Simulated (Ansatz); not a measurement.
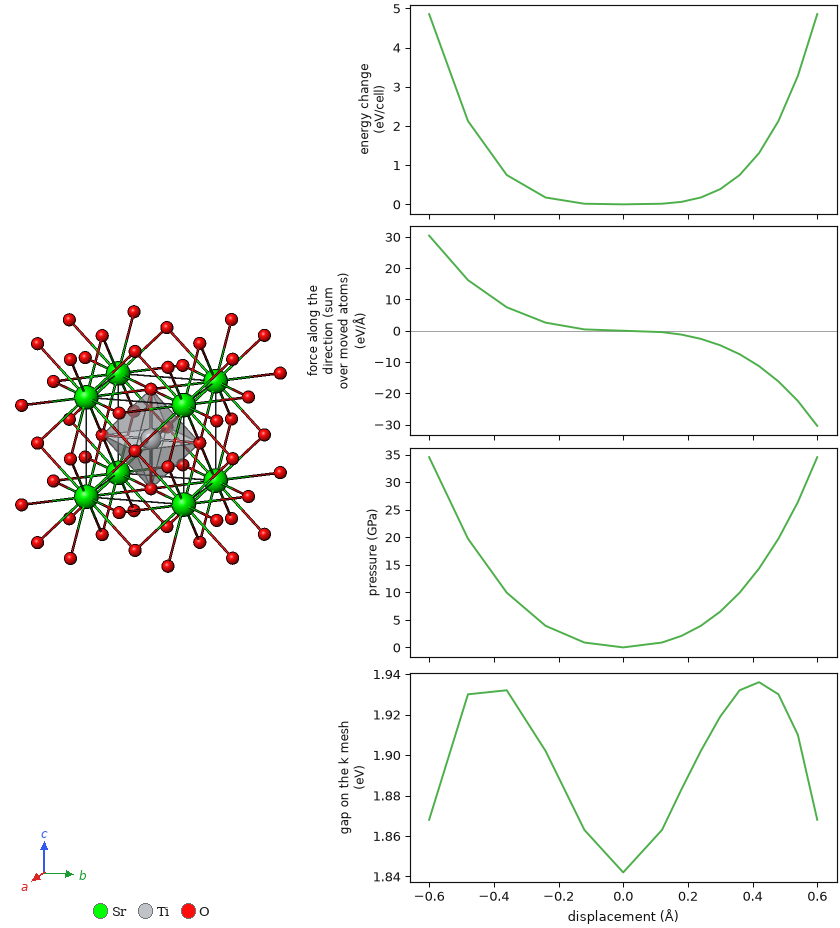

Calculation (Ansatz 0.2.0): one atom of a crystal moved along a line, all else fixed, by plane-wave density functional theory with PAW datasets, free energies less that of the undisturbed cell, pressure positive in compression; scalar-relativistic. Level: PBE, no spin polarisation.

wave cutoff 420 eV; k mesh 8×8×8; occupations Gaussian; smearing width 0.05 eV; k shift (0, 0, 0) (mesh steps); start relaxed; moved atom 2; direction (1, 0, 0) (Cartesian unit vector).

Structure:
```
CELL_PARAMETERS angstrom
3.93640 0.00000 0.00000
0.00000 3.93640 0.00000
0.00000 0.00000 3.93640
ATOMIC_POSITIONS crystal
Sr 0.00000 0.00000 0.00000
Ti 0.50000 0.50000 0.50000
O 0.00000 0.50000 0.50000
O 0.50000 0.00000 0.50000
O 0.50000 0.50000 0.00000
```

Energy change, force along the direction (sum over moved atoms), pressure and gap on the k mesh against displacement for SrTiO₃, space group Pm-3m (No. 221). The cell is drawn beside the plot.

The points at displacement −0.48, −0.24, 0.12, 0.36 and 0.6 follow from computed ones by symmetry.

The energy rises on both sides of the starting structure, which is therefore a minimum along this path. The energy change is 4.85 eV/cell at displacement −0.60 Å and 4.85 eV/cell at 0.60 Å; the lowest computed point is at displacement 0.00 Å (0.00 eV/cell), in a single well. The force along the direction (sum over moved atoms) falls from 30.4 eV/Å at displacement −0.60 Å to −30.4 eV/Å at 0.60 Å, and changes sign near 0.00 Å. The pressure goes from 34.5 GPa at displacement −0.60 Å to 34.5 GPa at 0.60 Å, not monotonically, with a low of 0.0 GPa at 0.00 Å. The gap on the k mesh stays open and runs from 1.868 eV at displacement −0.60 Å to 1.868 eV at 0.60 Å, with its largest value, 1.936 eV, at 0.42 Å, with its least value, 1.842 eV, at 0.00 Å.

Limits of the calculation: atoms far too close at some points of the scan.
